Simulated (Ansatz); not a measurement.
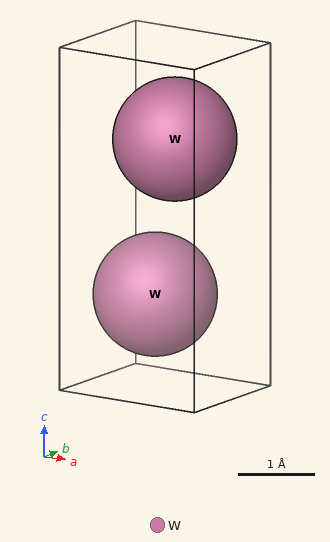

Fig. 1: The structure as given in the input (spheres-only view of the cell of the calculation, seen slightly off an axis).

## W: geometry relaxation (part 1 of 2)

System: W (P6₃/mmc, 2 atoms in the cell).
Method: DFT, PBE, PAW with Ansatz's default frozen-core files, scalar-relativistic, no spin polarisation (Ansatz 0.2.0).

The structure was built on a prototype by a generator; it need not be a known phase. It belongs to a series of runs on one base structure; here: hcp relaxed, PAW files.

The program's output:
```
Engine: ansatz 0.2.0, aarch64-unknown-linux-gnu
Pseudopotentials: kind: paw
Pseudopotential: W, paw, valence charge 14, recommended cutoff 420 eV (normal), W.paw.azcp
Functional definition: PBE
  parameter kappa = 0.804
  parameter beta = 0.06672455060314922
  exchange = pbe_x(kappa = kappa, mu = beta*pi^2/3)
  correlation = pbe_c(beta = beta)
Crystal: 2 atoms, lattice volume = 32.290 Å³
Basis set: ecut = 420 eV, 615 PW (Γ), exchange–correlation on 40×40×64 points (8 copies of the dense FFT grid, shifted against one another)
Bands: 18, of which v1, the nominal top of the filled ones, is band 14 counted from 1 (13 counted from 0)
Symmetry: 24 space group operations
Space group: P63/mmc (ITA 194), of the structure as read, at distance tolerance 3.2e-5 Å
k-points: 165 of 2601
Non-local potential: W, projectors of the file, l = 0: 3, l = 1: 2, l = 2: 2, l = 3: 1
PAW form: soft (Blöchl's): semilocal exchange-correlation on the pseudo side does not see the compensation charge
PAW one-centre angular grid: W, 590 points (default); XC on 64 Gauss nodes
Initial density: superposition of atomic densities (neutral atoms: chi_scale 0, normalization atom), corrected by the library's trained network
Initial wavefunctions: pseudopotential atomic-orbital guess
Functional: x = pbe(κ = 0.804, μ = 0.2195149727645171), c = pbe(β = 0.06672455060314922)
SCF iter   1: F=—  HF=-20768.503610 eV  |F-HF|=—  |Δ(HF+E_count)|=         —  Δρ=8.53e-3  dr2=2.15e-2  ethr=1.77e-3  ⟨swp⟩=5.4  Hψ=12689  notcnv=0
preconditioner: auto → none  [metal: Δε(μ)=0.007 eV  Ē_g=5.298 eV  σ=0.050 eV  W_gap=0.03  n_scr=8 (ndim 8)  ℏωp=22.6 eV  f_vac=0.000  D(μ)=2.88/eV (n_scr^D=34)  sad-step TF]
SCF iter   2: F=—  HF=-20768.500159 eV  |F-HF|=—  |Δ(HF+E_count)|=   3.45e-3  Δρ=5.47e-3  dr2=9.23e-3  ethr=7.69e-5  ⟨swp⟩=1.0  Hψ=4296  notcnv=0
SCF iter   3: F=—  HF=-20768.497387 eV  |F-HF|=—  |Δ(HF+E_count)|=   2.77e-3  Δρ=2.87e-4  dr2=1.19e-5  ethr=3.30e-5  ⟨swp⟩=2.0  Hψ=4620  notcnv=0
SCF iter   4: F=—  HF=-20768.497369 eV  |F-HF|=—  |Δ(HF+E_count)|=   1.83e-5  Δρ=6.55e-5  dr2=1.04e-6  ethr=4.26e-8  ⟨swp⟩=2.0  Hψ=5293  notcnv=0
iter 5 did not close the SCF: its close was put off for the readings that it lacked (scf_convergence_deferred on its scf_iter line)
SCF iter   5: F=-20768.497369 eV  HF=-20768.497369 eV  |F-HF|=4.53e-9  |Δ(HF+E_count)|=   1.32e-7  Δρ=1.42e-5  dr2=3.56e-8  ethr=3.73e-9  ⟨swp⟩=2.2  Hψ=4738  notcnv=0
SCF iter   6: F=-20768.497369 eV  HF=-20768.497369 eV  |F-HF|=3.64e-12  |Δ(HF+E_count)|=   2.97e-9  Δρ=2.36e-6  dr2=7.17e-10  ethr=1.27e-10  ⟨swp⟩=2.2  Hψ=10020  notcnv=0
SCF 1 converged in 6 iterations: F = -20768.497369 eV  dr2 = 7.17e-10
  greatest PAW one-centre occupation: 1.000 electrons in one spin orbital (limit 2), on the W atom at site 1 (counted from 0), in its partial waves of l = 0
relax step   1: F+E_penalty+E_count = -20768.49736886 eV  Δ(F+E_penalty+E_count) = +0.000e0 eV  max|allowed force component| = 6.939e-18 eV/Å  Δτ_max = 0.0000 Å  P = +4.759 GPa  Ω = 32.290 Å³  (6 SCF iters, dr2 threshold 1.00e-7 eV, accepted)
Crystal: 2 atoms, lattice volume = 33.557 Å³
Basis set: ecut = 420 eV, 665 PW (Γ), exchange–correlation on 40×40×64 points (8 copies of the dense FFT grid, shifted against one another)
Initial density: handed on by an earlier stage of this run
Initial wavefunctions: those handed on with the density
iter 1 solved again at ethr=1.26e-4 eV; its pass at ethr=3.10e-3 eV (dr2=3.51e-2 eV) is discarded
SCF iter   1: F=—  HF=-20768.613526 eV  |F-HF|=—  |Δ(HF+E_count)|=         —  Δρ=1.19e-2  dr2=3.62e-2  ethr=1.26e-4  ⟨swp⟩=1.0  Hψ=17961  notcnv=0
preconditioner: auto → Kerker (q_TF=auto, 2.647 Å⁻¹)  [metal: Δε(μ)=0.007 eV  Ē_g=5.136 eV  σ=0.050 eV  W_gap=0.04  n_scr=10 (ndim 8)  ℏωp=22.2 eV  f_vac=0.000  D(μ)=2.46/eV (n_scr^D=22)]
SCF iter   2: F=—  HF=-20768.605574 eV  |F-HF|=—  |Δ(HF+E_count)|=   7.95e-3  Δρ=6.76e-3  dr2=1.24e-2  ethr=1.26e-4  ⟨swp⟩=1.0  Hψ=2970  notcnv=0
SCF iter   3: F=—  HF=-20768.601599 eV  |F-HF|=—  |Δ(HF+E_count)|=   3.97e-3  Δρ=6.95e-4  dr2=8.10e-5  ethr=4.42e-5  ⟨swp⟩=2.4  Hψ=3857  notcnv=0
SCF iter   4: F=—  HF=-20768.601605 eV  |F-HF|=—  |Δ(HF+E_count)|=   5.95e-6  Δρ=7.65e-5  dr2=1.22e-6  ethr=2.89e-7  ⟨swp⟩=2.5  Hψ=5409  notcnv=0
iter 5 did not close the SCF: its close was put off for the readings that it lacked (scf_convergence_deferred on its scf_iter line)
SCF iter   5: F=-20768.601605 eV  HF=-20768.601605 eV  |F-HF|=8.63e-9  |Δ(HF+E_count)|=   1.15e-7  Δρ=1.41e-5  dr2=2.66e-8  ethr=4.36e-9  ⟨swp⟩=2.4  Hψ=4023  notcnv=0
SCF iter   6: F=-20768.601605 eV  HF=-20768.601605 eV  |F-HF|=5.09e-11  |Δ(HF+E_count)|=   1.07e-8  Δρ=1.63e-6  dr2=6.01e-10  ethr=9.48e-11  ⟨swp⟩=2.0  Hψ=9520  notcnv=0
SCF 2 converged in 6 iterations: F = -20768.601605 eV  dr2 = 6.01e-10
relax step   2: F+E_penalty+E_count = -20768.60160533 eV  Δ(F+E_penalty+E_count) = -1.042e-1 eV  max|allowed force component| = 0.000e0 eV/Å  Δτ_max = 0.0000 Å  P = -5.355 GPa  Ω = 33.557 Å³  energy of the carried Pulay correction = -4.994e-4 eV  (6 SCF iters, dr2 threshold 2.00e-7 eV, accepted)
Crystal: 2 atoms, lattice volume = 33.545 Å³
iter 1 solved again at ethr=2.09e-4 eV; its pass at ethr=3.10e-3 eV (dr2=5.84e-2 eV) is discarded
SCF iter   1: F=—  HF=-20768.653677 eV  |F-HF|=—  |Δ(HF+E_count)|=         —  Δρ=1.35e-2  dr2=5.87e-2  ethr=2.09e-4  ⟨swp⟩=1.0  Hψ=19600  notcnv=0
preconditioner: auto → Kerker (q_TF=auto, 2.647 Å⁻¹)  [metal: Δε(μ)=0.011 eV  Ē_g=5.180 eV  σ=0.050 eV  W_gap=0.05  n_scr=10 (ndim 8)  ℏωp=22.2 eV  f_vac=0.000  D(μ)=2.09/eV (n_scr^D=22)]
SCF iter   2: F=—  HF=-20768.639513 eV  |F-HF|=—  |Δ(HF+E_count)|=   1.42e-2  Δρ=7.61e-3  dr2=1.96e-2  ethr=2.09e-4  ⟨swp⟩=1.0  Hψ=2970  notcnv=0
SCF iter   3: F=—  HF=-20768.632611 eV  |F-HF|=—  |Δ(HF+E_count)|=   6.90e-3  Δρ=8.69e-4  dr2=1.33e-4  ethr=7.01e-5  ⟨swp⟩=2.3  Hψ=4403  notcnv=0
SCF iter   4: F=—  HF=-20768.632677 eV  |F-HF|=—  |Δ(HF+E_count)|=   6.54e-5  Δρ=9.91e-5  dr2=1.59e-6  ethr=4.75e-7  ⟨swp⟩=2.7  Hψ=5408  notcnv=0
iter 5 did not close the SCF: its close was put off for the readings that it lacked (scf_convergence_deferred on its scf_iter line)
SCF iter   5: F=-20768.632677 eV  HF=-20768.632677 eV  |F-HF|=1.60e-8  |Δ(HF+E_count)|=   4.48e-7  Δρ=1.64e-5  dr2=3.91e-8  ethr=5.66e-9  ⟨swp⟩=1.2  Hψ=3077  notcnv=0
SCF iter   6: F=-20768.632677 eV  HF=-20768.632677 eV  |F-HF|=4.00e-11  |Δ(HF+E_count)|=   2.14e-8  Δρ=2.50e-6  dr2=1.50e-9  ethr=1.40e-10  ⟨swp⟩=2.3  Hψ=9544  notcnv=0
SCF 3 converged in 6 iterations: F = -20768.632677 eV  dr2 = 1.50e-9
relax step   3: F+E_penalty+E_count = -20768.63267720 eV  Δ(F+E_penalty+E_count) = -3.107e-2 eV  max|allowed force component| = 3.701e-17 eV/Å  Δτ_max = 0.0000 Å  P = -3.033 GPa  Ω = 33.545 Å³  energy of the carried Pulay correction = -4.919e-4 eV  (6 SCF iters, dr2 threshold 2.00e-7 eV, accepted)
Crystal: 2 atoms, lattice volume = 33.174 Å³
iter 1 solved again at ethr=2.74e-5 eV; its pass at ethr=3.10e-3 eV (dr2=7.68e-3 eV) is discarded
SCF iter   1: F=—  HF=-20768.653516 eV  |F-HF|=—  |Δ(HF+E_count)|=         —  Δρ=5.12e-3  dr2=8.03e-3  ethr=2.74e-5  ⟨swp⟩=1.0  Hψ=17146  notcnv=0
preconditioner: auto → Kerker (q_TF=auto, 2.652 Å⁻¹)  [metal: Δε(μ)=0.007 eV  Ē_g=5.215 eV  σ=0.050 eV  W_gap=0.04  n_scr=10 (ndim 8)  ℏωp=22.3 eV  f_vac=0.000  D(μ)=2.33/eV (n_scr^D=22)]
SCF iter   2: F=—  HF=-20768.651598 eV  |F-HF|=—  |Δ(HF+E_count)|=   1.92e-3  Δρ=2.88e-3  dr2=2.72e-3  ethr=2.74e-5  ⟨swp⟩=1.0  Hψ=2970  notcnv=0
SCF iter   3: F=—  HF=-20768.650650 eV  |F-HF|=—  |Δ(HF+E_count)|=   9.48e-4  Δρ=3.36e-4  dr2=1.79e-5  ethr=9.70e-6  ⟨swp⟩=2.4  Hψ=4036  notcnv=0
SCF iter   4: F=—  HF=-20768.650692 eV  |F-HF|=—  |Δ(HF+E_count)|=   4.25e-5  Δρ=3.58e-5  dr2=2.92e-7  ethr=6.38e-8  ⟨swp⟩=2.6  Hψ=5247  notcnv=0
iter 5 did not close the SCF: its close was put off for the readings that it lacked (scf_convergence_deferred on its scf_iter line)
SCF iter   5: F=-20768.650692 eV  HF=-20768.650692 eV  |F-HF|=2.52e-9  |Δ(HF+E_count)|=   1.01e-8  Δρ=6.27e-6  dr2=4.48e-9  ethr=1.04e-9  ⟨swp⟩=2.3  Hψ=3981  notcnv=0
SCF iter   6: F=-20768.650692 eV  HF=-20768.650692 eV  |F-HF|=3.27e-11  |Δ(HF+E_count)|=   2.93e-9  Δρ=6.95e-7  dr2=6.61e-11  ethr=1.60e-11  ⟨swp⟩=1.2  Hψ=8504  notcnv=0
SCF 4 converged in 6 iterations: F = -20768.650692 eV  dr2 = 6.61e-11
relax step   4: F+E_penalty+E_count = -20768.65069249 eV  Δ(F+E_penalty+E_count) = -1.802e-2 eV  max|allowed force component| = 3.701e-17 eV/Å  Δτ_max = 0.0000 Å  P = -1.248 GPa  Ω = 33.174 Å³  energy of the carried Pulay correction = -3.483e-4 eV  (6 SCF iters, dr2 threshold 2.00e-7 eV, accepted)
Crystal: 2 atoms, lattice volume = 33.026 Å³
iter 1 solved again at ethr=1.62e-7 eV; its pass at ethr=3.10e-3 eV (dr2=4.52e-5 eV) is discarded
SCF iter   1: F=—  HF=-20768.651375 eV  |F-HF|=—  |Δ(HF+E_count)|=         —  Δρ=4.22e-4  dr2=5.69e-5  ethr=1.62e-7  ⟨swp⟩=2.2  Hψ=16325  notcnv=0
preconditioner: auto → Kerker (q_TF=auto, 2.654 Å⁻¹)  [metal: Δε(μ)=0.012 eV  Ē_g=5.246 eV  σ=0.050 eV  W_gap=0.06  n_scr=10 (ndim 8)  ℏωp=22.4 eV  f_vac=0.000  D(μ)=2.32/eV (n_scr^D=22)]
SCF iter   2: F=—  HF=-20768.651404 eV  |F-HF|=—  |Δ(HF+E_count)|=   2.95e-5  Δρ=2.36e-4  dr2=1.84e-5  ethr=1.62e-7  ⟨swp⟩=1.0  Hψ=2970  notcnv=0
SCF iter   3: F=—  HF=-20768.651398 eV  |F-HF|=—  |Δ(HF+E_count)|=   6.09e-6  Δρ=3.05e-5  dr2=2.52e-7  ethr=6.58e-8  ⟨swp⟩=2.7  Hψ=3988  notcnv=0
iter 4 did not close the SCF: its close was put off for the readings that it lacked (scf_convergence_deferred on its scf_iter line)
SCF iter   4: F=-20768.651398 eV  HF=-20768.651398 eV  |F-HF|=3.67e-10  |Δ(HF+E_count)|=   7.48e-8  Δρ=5.32e-6  dr2=4.39e-9  ethr=9.01e-10  ⟨swp⟩=2.2  Hψ=4299  notcnv=0
iter 5 did not close the SCF: its close was put off for the readings that it lacked (scf_convergence_deferred on its scf_iter line)
SCF iter   5: F=-20768.651398 eV  HF=-20768.651398 eV  |F-HF|=3.64e-12  |Δ(HF+E_count)|=  6.18e-10  Δρ=7.78e-7  dr2=1.56e-10  ethr=1.57e-11  ⟨swp⟩=2.2  Hψ=4199  notcnv=0
SCF iter   6: F=-20768.651398 eV  HF=-20768.651398 eV  |F-HF|=1.46e-11  |Δ(HF+E_count)|=    0.00e0  Δρ=1.55e-7  dr2=5.51e-12  ethr=1.00e-12  ⟨swp⟩=1.0  Hψ=7651  notcnv=0
SCF 5 converged in 6 iterations: F = -20768.651398 eV  dr2 = 5.51e-12
relax step   5: F+E_penalty+E_count = -20768.65139789 eV  Δ(F+E_penalty+E_count) = -7.054e-4 eV  max|allowed force component| = 1.133e-16 eV/Å  Δτ_max = 0.0000 Å  P = +0.064 GPa  Ω = 33.026 Å³  energy of the carried Pulay correction = -2.900e-4 eV  (6 SCF iters, dr2 threshold 2.00e-7 eV, accepted)
Crystal: 2 atoms, lattice volume = 33.034 Å³
iter 1 solved again at ethr=2.89e-10 eV; its pass at ethr=3.10e-3 eV (dr2=8.09e-8 eV) is discarded
SCF iter   1: F=—  HF=-20768.651355 eV  |F-HF|=—  |Δ(HF+E_count)|=         —  Δρ=1.65e-5  dr2=8.65e-8  ethr=2.89e-10  ⟨swp⟩=2.3  Hψ=16395  notcnv=0
preconditioner: auto → Kerker (q_TF=auto, 2.654 Å⁻¹)  [metal: Δε(μ)=0.003 eV  Ē_g=5.245 eV  σ=0.050 eV  W_gap=0.02  n_scr=10 (ndim 8)  ℏωp=22.4 eV  f_vac=0.000  D(μ)=2.32/eV (n_scr^D=22)]
SCF iter   2: F=—  HF=-20768.651397 eV  |F-HF|=—  |Δ(HF+E_count)|=   4.16e-5  Δρ=9.32e-6  dr2=2.81e-8  ethr=2.89e-10  ⟨swp⟩=1.6  Hψ=3866  notcnv=0
iter 3 did not close the SCF: its close was put off for the readings that it lacked (scf_convergence_deferred on its scf_iter line)
SCF iter   3: F=-20768.651397 eV  HF=-20768.651397 eV  |F-HF|=1.16e-10  |Δ(HF+E_count)|=   8.43e-9  Δρ=1.22e-6  dr2=4.04e-10  ethr=1.00e-10  ⟨swp⟩=2.4  Hψ=3944  notcnv=0
iter 4 did not close the SCF: its close was put off for the readings that it lacked (scf_convergence_deferred on its scf_iter line)
SCF iter   4: F=-20768.651397 eV  HF=-20768.651397 eV  |F-HF|=1.46e-11  |Δ(HF+E_count)|=  1.20e-10  Δρ=2.75e-7  dr2=1.31e-11  ethr=1.44e-12  ⟨swp⟩=2.4  Hψ=4556  notcnv=0
iter 5 did not close the SCF: its close was put off for the readings that it lacked (scf_convergence_deferred on its scf_iter line)
SCF iter   5: F=-20768.651397 eV  HF=-20768.651397 eV  |F-HF|=7.28e-12  |Δ(HF+E_count)|=  7.28e-12  Δρ=4.55e-8  dr2=4.41e-13  ethr=1.00e-12  ⟨swp⟩=1.0  Hψ=2970  notcnv=0
iter 6 did not close the SCF: its close was put off for the readings that it lacked (scf_convergence_deferred on its scf_iter line)
SCF iter   6: F=-20768.651397 eV  HF=-20768.651397 eV  |F-HF|=3.64e-12  |Δ(HF+E_count)|=  1.09e-11  Δρ=8.95e-9  dr2=2.44e-14  ethr=1.00e-12  ⟨swp⟩=1.0  Hψ=2970  notcnv=0
SCF iter   7: F=-20768.651397 eV  HF=-20768.651397 eV  |F-HF|=7.28e-12  |Δ(HF+E_count)|=    0.00e0  Δρ=1.48e-9  dr2=3.79e-16  ethr=1.00e-12  ⟨swp⟩=1.0  Hψ=6600  notcnv=0
SCF 6 converged in 7 iterations: F = -20768.651397 eV  dr2 = 3.79e-16
relax step   6: F+E_penalty+E_count = -20768.65139654 eV  Δ(F+E_penalty+E_count) = +1.353e-6 eV  max|allowed force component| = 3.932e-17 eV/Å  Δτ_max = 0.0000 Å  P = -0.002 GPa  Ω = 33.034 Å³  energy of the carried Pulay correction = -2.930e-4 eV  (7 SCF iters, dr2 threshold 1.44e-8 eV, accepted)
Basis set: ecut = 420 eV, 665 PW (Γ), exchange–correlation on 40×40×72 points (8 copies of the dense FFT grid, shifted against one another)
Initial wavefunctions: pseudopotential atomic-orbital guess (no wavefunctions were taken with the density)
iter 1 solved again at ethr=3.70e-8 eV; its pass at ethr=3.10e-3 eV (dr2=1.04e-5 eV) is discarded
```
